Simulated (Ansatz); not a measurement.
Geometry relaxation, with input and output: GaSb (part 1 of 3)

- system: GaSb (slab, 16 atoms in the cell)
- method: DFT PBE+D3(BJ), scalar-relativistic, plane waves, PAW, no spin polarisation (Ansatz 0.2.0)

The structure derives from an entry of the Crystallography Open Database. The input holds or restrains some coordinates. Forces given for the steps count only the free coordinates. It belongs to a series of runs on one base structure; here: clean slab, lower planes held. Figures and captions count atoms from 1; the log counts them from 0 in places.

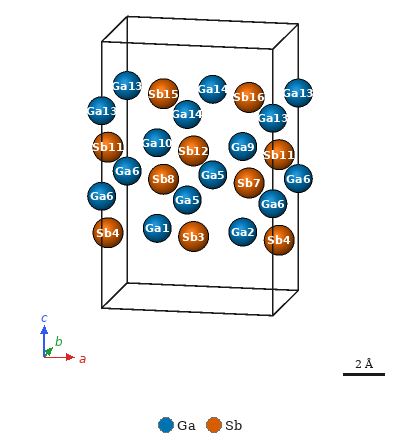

Figure 1. The starting structure (spheres-only view of the cell of the calculation, with the vacuum cut short, seen slightly off an axis; atoms are numbered from 1 in the order of the input). An atom can appear more than once, as a periodic image.

### Key numbers

| quantity | value |
| --- | --- |
| outcome | converged under the restraints of the input |
| electrons treated | 224 |
| free energy | −82141.9178 eV |
| work function, top face | 4.28 eV |
| work function, bottom face | 4.41 eV |
| Fermi energy | 0.275 eV |
| gap on the k-point mesh | 0.31 eV |
| final volume | 1195.46 Å³ |
| work function (upper face) | 4.28 eV |
| largest force (length of the vector) at the end, held atoms and coordinates included | 1.157 eV/Å |
| hardware | 4 threads of Intel Xeon (Sapphire Rapids), 192 GiB of memory available, shared host |
| wall time | 4.3 min (CPU time 13 min) |
| peak memory | 2.6 GiB |

Warnings of the run: the exchange-correlation potential is rough where the density is thin.

### Input
```yaml
crystal:
  lattice:
    - [8.6680824697, 0.0, 0.0]
    - [0.0, 6.1292598942, 0.0]
    - [0.0, 0.0, 22.5010618523]
  atoms:
    - { symbol: Ga, position: [0.25, 0.5, 0.3555387765] }
    - { symbol: Ga, position: [0.75, 0.5, 0.3555387765] }
    - { symbol: Sb, position: [0.5, 0.25, 0.3555387765] }
    - { symbol: Sb, position: [0.0, 0.25, 0.3555387765] }
    - { symbol: Ga, position: [0.5, 0.0, 0.4518462588] }
    - { symbol: Ga, position: [0.0, 0.0, 0.4518462588] }
    - { symbol: Sb, position: [0.75, 0.75, 0.4518462588] }
    - { symbol: Sb, position: [0.25, 0.75, 0.4518462588] }
    - { symbol: Ga, position: [0.75, 0.5, 0.5481537412] }
    - { symbol: Ga, position: [0.25, 0.5, 0.5481537412] }
    - { symbol: Sb, position: [0.0, 0.25, 0.5481537412] }
    - { symbol: Sb, position: [0.5, 0.25, 0.5481537412] }
    - { symbol: Ga, position: [0.0, 0.0, 0.6444612235] }
    - { symbol: Ga, position: [0.5, 0.0, 0.6444612235] }
    - { symbol: Sb, position: [0.25, 0.75, 0.6444612235] }
    - { symbol: Sb, position: [0.75, 0.75, 0.6444612235] }
basis:
  ecutwfc: 420
kpoints:
  mp_grid: { grid: [2, 3, 1] }
hamiltonian:
  xc: pbe
  dispersion: d3bj
scf:
  occupations: { method: gaussian, width: 0.1 }
output:
  forces: true
  eigenvalues: true
  write_density: true
  write_potential: true
  elf: true
  volumetric_format: npy
relax:
  adjacent_minimum: "off"
  f_tol: 0.03
  max_steps: 70
  constraints: [{ sites: [0, 1, 2, 3, 4, 5, 6, 7] }]
efield:
  axis: 3
  dipole_correction: true
  ramp_width: 0.04
```

Run as:
```bash
ansatz run input.yaml --threads 4 --pin off --max-ram 10240MiB --backend cpu --events-out ev --progress --plain --runs-dir out
```

### Output
```
Engine: ansatz 0.2.0, x86_64-unknown-linux-gnu
Pseudopotentials: kind: paw
Pseudopotential: Ga, paw, valence charge 13, recommended cutoff 420 eV (normal), Ga.paw.azcp
Pseudopotential: Sb, paw, valence charge 15, recommended cutoff 420 eV (normal), Sb.paw.azcp
Functional definition: PBE
  parameter kappa = 0.804
  parameter beta = 0.06672455060314922
  exchange = pbe_x(kappa = kappa, mu = beta*pi^2/3)
  correlation = pbe_c(beta = beta)
Crystal: 16 atoms, lattice volume = 1195.457 Å³
Basis set: ecut = 420 eV, 23403 PW (Γ), exchange–correlation on 120×90×320 points (8 copies of the dense FFT grid, shifted against one another)
Bands: 135, of which v1, the nominal top of the filled ones, is band 112 counted from 1 (111 counted from 0)
Symmetry: 4 space group operations
k-points: 4 of 6 (time reversal used)
Non-local potential: Ga, projectors of the file, l = 0: 2, l = 1: 2, l = 2: 3, l = 3: 1
Non-local potential: Sb, projectors of the file, l = 0: 2, l = 1: 2, l = 2: 2, l = 3: 2
PAW form: soft (Blöchl's): semilocal exchange-correlation on the pseudo side does not see the compensation charge
PAW one-centre angular grid: Ga, 590 points (default); XC on 64 Gauss nodes
PAW one-centre angular grid: Sb, 590 points (default); XC on 64 Gauss nodes
Initial density: superposition of atomic densities (neutral atoms: chi_scale 0, normalization atom), corrected by the library's trained network
Initial wavefunctions: pseudopotential atomic-orbital guess
Functional: x = pbe(κ = 0.804, μ = 0.2195149727645171), c = pbe(β = 0.06672455060314922)
SCF iter   1: F=—  HF=-82141.026964 eV  |F-HF|=—  |Δ(HF+E_count)|=         —  Δρ=1.64e-3  dr2=7.72e-2  ethr=1.77e-3  p=0.000 e·Å  D=4.44e-14 V/Å  ΔV_dip=-0.00 eV  dr2_dipole=9.55e-12  V_vac-E_F(+/−)=4.46/4.46 eV  ⟨swp⟩=6.8  Hψ=2111  notcnv=0  defer=3
efield: sawtooth ramp at fractional position 0.9800 (placed from the atoms, in the widest stretch of the axis that holds none; the zero of the levels goes with the place), width 0.0400; the density the first Hamiltonian is built on has a dipole p = 0.000 e·Å; the dipole correction subtracts the counter field D = 4.44e-14 V/Å, which shifts the + side's vacuum level by -0.00 eV against the − side's; the planar-averaged density in the ramp window peaks in size at 2.3e-6 e/Å³
preconditioner: auto → LDOS  [insulator: Δε(μ)=0.248 eV  Ē_g=13.274 eV  σ=0.100 eV  W_gap=0.92  n_scr=162 (ndim 8)  ℏωp=12.9 eV  f_vac=0.571  D(μ)=1.13/eV (n_scr^D=2)  ε∞_Penn≈1.9  β→1.0]
SCF iter   2: F=—  HF=-82141.023417 eV  |F-HF|=—  |Δ(HF+E_count)|=   3.55e-3  Δρ=1.35e-3  dr2=3.66e-2  ethr=3.45e-5  p=0.000 e·Å  D=1.02e-5 V/Å  ΔV_dip=-0.00 eV  dr2_dipole=1.46e-7  V_vac-E_F(+/−)=4.37/4.37 eV  ⟨swp⟩=2.0  Hψ=1104  notcnv=0  defer=59
SCF iter   3: F=—  HF=-82141.013100 eV  |F-HF|=—  |Δ(HF+E_count)|=   1.03e-2  Δρ=3.71e-4  dr2=2.23e-3  ethr=1.63e-5  p=-0.000 e·Å  D=-6.63e-6 V/Å  ΔV_dip=0.00 eV  dr2_dipole=4.29e-8  V_vac-E_F(+/−)=4.37/4.37 eV  ⟨swp⟩=2.0  Hψ=928  notcnv=0  defer=59
SCF iter   4: F=—  HF=-82141.012157 eV  |F-HF|=—  |Δ(HF+E_count)|=   9.43e-4  Δρ=1.43e-4  dr2=3.40e-4  ethr=9.97e-7  p=0.000 e·Å  D=2.00e-7 V/Å  ΔV_dip=-0.00 eV  dr2_dipole=3.10e-9  V_vac-E_F(+/−)=4.36/4.36 eV  ⟨swp⟩=2.0  Hψ=928  notcnv=0  defer=59
SCF iter   5: F=—  HF=-82141.012148 eV  |F-HF|=—  |Δ(HF+E_count)|=   8.39e-6  Δρ=3.86e-5  dr2=3.50e-5  ethr=1.52e-7  p=0.000 e·Å  D=1.25e-6 V/Å  ΔV_dip=-0.00 eV  dr2_dipole=1.45e-10  V_vac-E_F(+/−)=4.36/4.36 eV  ⟨swp⟩=2.0  Hψ=783  notcnv=0  defer=55
SCF iter   6: F=-82141.012164 eV  HF=-82141.012163 eV  |F-HF|=1.15e-6  |Δ(HF+E_count)|=   1.43e-5  Δρ=1.54e-5  dr2=5.20e-6  ethr=1.00e-8  p=0.000 e·Å  D=1.18e-7 V/Å  ΔV_dip=-0.00 eV  dr2_dipole=2.73e-11  V_vac-E_F(+/−)=4.35/4.35 eV  ⟨swp⟩=21.5  Hψ=5951  notcnv=0
SCF 1 converged in 6 iterations: F = -82141.012164 eV  dr2 = 5.20e-6
  greatest PAW one-centre occupation: 0.995 electrons in one spin orbital (limit 2), on the Sb atom at site 11 (counted from 0), in its partial waves of l = 2
relax step   1: F+E_penalty+E_count = -82141.01216388 eV  Δ(F+E_penalty+E_count) = +0.000e0 eV  max|allowed force component| = 9.067e-1 eV/Å  Δτ_max = 0.0000 Å  (6 SCF iters, dr2 threshold 2.25e-5 eV, accepted)
Initial density: handed on by an earlier stage of this run
Initial wavefunctions: those handed on with the density
iter 1 solved again at ethr=3.40e-5 eV; its pass at ethr=3.10e-3 eV (dr2=7.61e-2 eV) is discarded
SCF iter   1: F=—  HF=-82141.624091 eV  |F-HF|=—  |Δ(HF+E_count)|=         —  Δρ=3.34e-3  dr2=7.60e-2  ethr=3.40e-5  p=-0.000 e·Å  D=-8.33e-7 V/Å  ΔV_dip=0.00 eV  dr2_dipole=1.02e-3  V_vac-E_F(+/−)=4.31/4.31 eV  ⟨swp⟩=2.0  Hψ=1822  notcnv=0  defer=56
efield: sawtooth ramp at fractional position 0.9800 (handed on by an earlier solve), width 0.0400; the density the first Hamiltonian is built on has a dipole p = -0.000 e·Å; the dipole correction subtracts the counter field D = -8.33e-7 V/Å, which shifts the + side's vacuum level by +0.00 eV against the − side's; the planar-averaged density in the ramp window peaks in size at 2.2e-6 e/Å³
preconditioner: auto → Resta (q_TF=auto, 2.064 Å⁻¹)  ε∞=1.9  [insulator: Δε(μ)=0.395 eV  Ē_g=13.266 eV  σ=0.100 eV  W_gap=0.99  n_scr=162 (ndim 8)  ℏωp=12.9 eV  f_vac=0.571  D(μ)=0.14/eV (n_scr^D=0)  ε∞_Penn≈1.9  vacuum switching on, ρ_ref=1.3e-2 e/Å³]
SCF iter   2: F=—  HF=-82141.618809 eV  |F-HF|=—  |Δ(HF+E_count)|=   5.28e-3  Δρ=1.69e-3  dr2=6.83e-2  ethr=3.39e-5  p=0.031 e·Å  D=4.75e-3 V/Å  ΔV_dip=-0.11 eV  dr2_dipole=3.07e-2  V_vac-E_F(+/−)=4.26/4.37 eV  ⟨swp⟩=2.0  Hψ=572  notcnv=0  defer=56
SCF iter   3: F=—  HF=-82141.687837 eV  |F-HF|=—  |Δ(HF+E_count)|=   6.90e-2  Δρ=1.75e-3  dr2=1.01e0  ethr=3.05e-5  p=-0.137 e·Å  D=-2.08e-2 V/Å  ΔV_dip=0.47 eV  dr2_dipole=5.61e-1  V_vac-E_F(+/−)=4.62/4.15 eV  ⟨swp⟩=2.2  Hψ=583  notcnv=0  defer=56  recentre
SCF iter   4: F=—  HF=-82141.615344 eV  |F-HF|=—  |Δ(HF+E_count)|=   7.25e-2  Δρ=4.47e-4  dr2=4.75e-3  ethr=3.05e-5  p=0.001 e·Å  D=1.96e-4 V/Å  ΔV_dip=-0.00 eV  dr2_dipole=1.83e-3  V_vac-E_F(+/−)=4.35/4.35 eV  ⟨swp⟩=2.0  Hψ=650  notcnv=0  defer=56
SCF iter   5: F=—  HF=-82141.615370 eV  |F-HF|=—  |Δ(HF+E_count)|=   2.67e-5  Δρ=1.26e-4  dr2=2.18e-4  ethr=2.12e-6  p=-0.008 e·Å  D=-1.20e-3 V/Å  ΔV_dip=0.03 eV  dr2_dipole=9.60e-7  V_vac-E_F(+/−)=4.36/4.34 eV  ⟨swp⟩=2.0  Hψ=535  notcnv=0  defer=56
SCF iter   6: F=—  HF=-82141.615416 eV  |F-HF|=—  |Δ(HF+E_count)|=   4.59e-5  Δρ=5.85e-5  dr2=7.75e-5  ethr=9.74e-8  p=-0.008 e·Å  D=-1.15e-3 V/Å  ΔV_dip=0.03 eV  dr2_dipole=5.58e-7  V_vac-E_F(+/−)=4.37/4.34 eV  ⟨swp⟩=2.0  Hψ=819  notcnv=0  defer=56
SCF iter   7: F=-82141.615419 eV  HF=-82141.615419 eV  |F-HF|=6.13e-7  |Δ(HF+E_count)|=   2.34e-6  Δρ=2.43e-5  dr2=6.55e-6  ethr=2.29e-8  p=-0.007 e·Å  D=-1.07e-3 V/Å  ΔV_dip=0.02 eV  dr2_dipole=3.15e-9  V_vac-E_F(+/−)=4.36/4.34 eV  ⟨swp⟩=21.8  Hψ=5883  notcnv=0
SCF 2 converged in 7 iterations: F = -82141.615419 eV  dr2 = 6.55e-6
  greatest PAW one-centre occupation: 0.995 electrons in one spin orbital (limit 2), on the Sb atom at site 15 (counted from 0), in its partial waves of l = 2
relax step   2: F+E_penalty+E_count = -82141.61541930 eV  Δ(F+E_penalty+E_count) = -6.033e-1 eV  max|allowed force component| = 4.362e-1 eV/Å  Δτ_max = 0.1948 Å  (7 SCF iters, dr2 threshold 5.14e-5 eV, accepted)
SCF iter   1: F=—  HF=-82141.869451 eV  |F-HF|=—  |Δ(HF+E_count)|=         —  Δρ=3.10e-3  dr2=7.59e-2  ethr=2.30e-4  p=-0.007 e·Å  D=-1.07e-3 V/Å  ΔV_dip=0.02 eV  dr2_dipole=1.31e-2  V_vac-E_F(+/−)=4.37/4.34 eV  ⟨swp⟩=4.8  Hψ=1325  notcnv=0  defer=56
efield: sawtooth ramp at fractional position 0.9800 (handed on by an earlier solve), width 0.0400; the density the first Hamiltonian is built on has a dipole p = -0.007 e·Å; the dipole correction subtracts the counter field D = -1.07e-3 V/Å, which shifts the + side's vacuum level by +0.02 eV against the − side's; the planar-averaged density in the ramp window peaks in size at 3.8e-6 e/Å³
preconditioner: auto → LDOS  [insulator: Δε(μ)=0.309 eV  Ē_g=13.263 eV  σ=0.100 eV  W_gap=0.97  n_scr=162 (ndim 8)  ℏωp=12.9 eV  f_vac=0.572  D(μ)=0.59/eV (n_scr^D=2)  ε∞_Penn≈1.9  β→1.0]
SCF iter   2: F=—  HF=-82141.878123 eV  |F-HF|=—  |Δ(HF+E_count)|=   8.67e-3  Δρ=1.10e-3  dr2=8.99e-2  ethr=3.39e-5  p=0.051 e·Å  D=7.68e-3 V/Å  ΔV_dip=-0.17 eV  dr2_dipole=3.14e-2  V_vac-E_F(+/−)=4.22/4.40 eV  ⟨swp⟩=2.5  Hψ=1025  notcnv=0  defer=58
SCF iter   3: F=—  HF=-82141.866565 eV  |F-HF|=—  |Δ(HF+E_count)|=   1.16e-2  Δρ=3.85e-4  dr2=1.35e-2  ethr=3.39e-5  p=-0.004 e·Å  D=-6.58e-4 V/Å  ΔV_dip=0.01 eV  dr2_dipole=3.21e-3  V_vac-E_F(+/−)=4.40/4.38 eV  ⟨swp⟩=2.0  Hψ=873  notcnv=0  defer=58
SCF iter   4: F=—  HF=-82141.864649 eV  |F-HF|=—  |Δ(HF+E_count)|=   1.92e-3  Δρ=9.56e-5  dr2=3.11e-4  ethr=6.03e-6  p=0.013 e·Å  D=1.92e-3 V/Å  ΔV_dip=-0.04 eV  dr2_dipole=2.40e-5  V_vac-E_F(+/−)=4.34/4.38 eV  ⟨swp⟩=2.0  Hψ=567  notcnv=0  defer=58
SCF iter   5: F=—  HF=-82141.864461 eV  |F-HF|=—  |Δ(HF+E_count)|=   1.88e-4  Δρ=2.89e-5  dr2=1.70e-5  ethr=1.39e-7  p=0.013 e·Å  D=1.96e-3 V/Å  ΔV_dip=-0.04 eV  dr2_dipole=1.38e-7  V_vac-E_F(+/−)=4.34/4.39 eV  ⟨swp⟩=2.0  Hψ=988  notcnv=0  defer=58
SCF iter   6: F=-82141.864462 eV  HF=-82141.864463 eV  |F-HF|=3.20e-7  |Δ(HF+E_count)|=   1.74e-6  Δρ=1.09e-5  dr2=2.08e-6  ethr=5.31e-9  p=0.013 e·Å  D=2.02e-3 V/Å  ΔV_dip=-0.05 eV  dr2_dipole=5.71e-8  V_vac-E_F(+/−)=4.34/4.39 eV  ⟨swp⟩=21.0  Hψ=5915  notcnv=0
SCF 3 converged in 6 iterations: F = -82141.864462 eV  dr2 = 2.08e-6
relax step   3: F+E_penalty+E_count = -82141.86446227 eV  Δ(F+E_penalty+E_count) = -2.490e-1 eV  max|allowed force component| = 2.885e-1 eV/Å  Δτ_max = 0.1950 Å  (6 SCF iters, dr2 threshold 1.19e-5 eV, accepted)
SCF iter   1: F=—  HF=-82141.920364 eV  |F-HF|=—  |Δ(HF+E_count)|=         —  Δρ=2.43e-3  dr2=7.17e-2  ethr=1.59e-4  p=0.013 e·Å  D=2.01e-3 V/Å  ΔV_dip=-0.05 eV  dr2_dipole=1.95e-2  V_vac-E_F(+/−)=4.33/4.38 eV  ⟨swp⟩=3.8  Hψ=1172  notcnv=0  defer=61
efield: sawtooth ramp at fractional position 0.9800 (handed on by an earlier solve), width 0.0400; the density the first Hamiltonian is built on has a dipole p = 0.013 e·Å; the dipole correction subtracts the counter field D = 2.01e-3 V/Å, which shifts the + side's vacuum level by -0.05 eV against the − side's; the planar-averaged density in the ramp window peaks in size at 2.7e-6 e/Å³
preconditioner: auto → LDOS  [insulator: Δε(μ)=0.307 eV  Ē_g=13.261 eV  σ=0.100 eV  W_gap=0.97  n_scr=162 (ndim 8)  ℏωp=12.9 eV  f_vac=0.572  D(μ)=0.63/eV (n_scr^D=2)  ε∞_Penn≈1.9  β→1.0]
SCF iter   2: F=—  HF=-82141.929118 eV  |F-HF|=—  |Δ(HF+E_count)|=   8.75e-3  Δρ=1.02e-3  dr2=8.64e-2  ethr=3.20e-5  p=0.074 e·Å  D=1.12e-2 V/Å  ΔV_dip=-0.25 eV  dr2_dipole=3.15e-2  V_vac-E_F(+/−)=4.16/4.42 eV  ⟨swp⟩=2.0  Hψ=1017  notcnv=0  defer=60
SCF iter   3: F=—  HF=-82141.917051 eV  |F-HF|=—  |Δ(HF+E_count)|=   1.21e-2  Δρ=3.32e-4  dr2=7.70e-3  ethr=3.20e-5  p=0.023 e·Å  D=3.45e-3 V/Å  ΔV_dip=-0.08 eV  dr2_dipole=1.42e-3  V_vac-E_F(+/−)=4.33/4.40 eV  ⟨swp⟩=2.0  Hψ=864  notcnv=0  defer=60
SCF iter   4: F=—  HF=-82141.915802 eV  |F-HF|=—  |Δ(HF+E_count)|=   1.25e-3  Δρ=9.97e-5  dr2=3.27e-4  ethr=3.44e-6  p=0.036 e·Å  D=5.50e-3 V/Å  ΔV_dip=-0.12 eV  dr2_dipole=8.50e-6  V_vac-E_F(+/−)=4.28/4.40 eV  ⟨swp⟩=2.0  Hψ=906  notcnv=0  defer=61
SCF iter   5: F=-82141.915758 eV  HF=-82141.915762 eV  |F-HF|=4.04e-6  |Δ(HF+E_count)|=   3.96e-5  Δρ=2.55e-5  dr2=1.10e-5  ethr=8.60e-9  p=0.035 e·Å  D=5.24e-3 V/Å  ΔV_dip=-0.12 eV  dr2_dipole=3.21e-7  V_vac-E_F(+/−)=4.28/4.40 eV  ⟨swp⟩=20.0  Hψ=5663  notcnv=0
SCF 4 converged in 5 iterations: F = -82141.915758 eV  dr2 = 1.10e-5
  greatest PAW one-centre occupation: 0.996 electrons in one spin orbital (limit 2), on the Sb atom at site 15 (counted from 0), in its partial waves of l = 2
relax step   4: F+E_penalty+E_count = -82141.91575806 eV  Δ(F+E_penalty+E_count) = -5.130e-2 eV  max|allowed force component| = 3.959e-2 eV/Å  Δτ_max = 0.1272 Å  (5 SCF iters, dr2 threshold 1.93e-5 eV, accepted)
```
